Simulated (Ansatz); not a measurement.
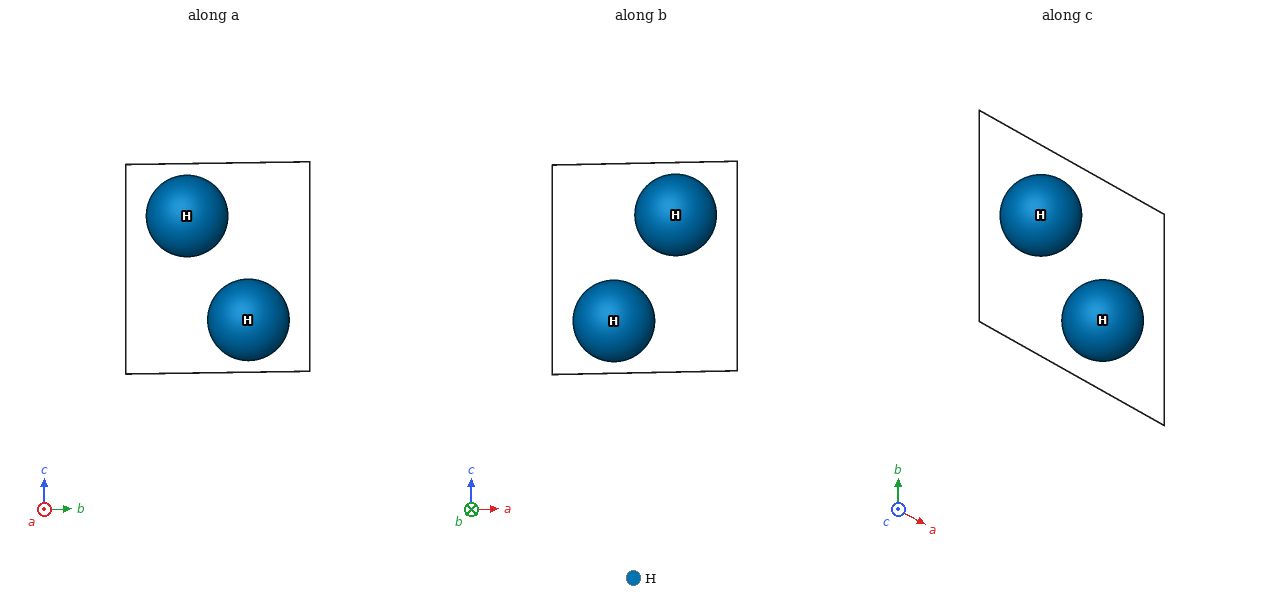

The figure gives a spheres-only picture of the atoms, viewed along the a axis, along the b axis and along the c axis. The wireframe shows the unit cell.

Lattice parameters: a = 1.9324 Å, b = 1.9198 Å, c = 1.9048 Å, α = 89.682°, β = 89.137°, γ = 119.352°.

### Set out the cell and atoms as a CIF in P1 with every atom of the cell.

```cif
data_structure
_symmetry_space_group_name_H-M 'P 1'
_symmetry_Int_Tables_number 1
_cell_length_a 1.9324
_cell_length_b 1.9198
_cell_length_c 1.9048
_cell_angle_alpha 89.682
_cell_angle_beta 89.137
_cell_angle_gamma 119.352
_cell_volume 6.16
loop_
_atom_site_label
_atom_site_type_symbol
_atom_site_fract_x
_atom_site_fract_y
_atom_site_fract_z
_atom_site_occupancy
H1 H 0.3333 0.6667 0.2500 1
H2 H 0.6667 0.3333 0.7500 1
```

The cell started as a structure type filled with this element by a generator (whether the element takes this form wasn't checked). The cell was then strained or its atoms displaced on purpose. It was run through Ansatz as a DFT input.
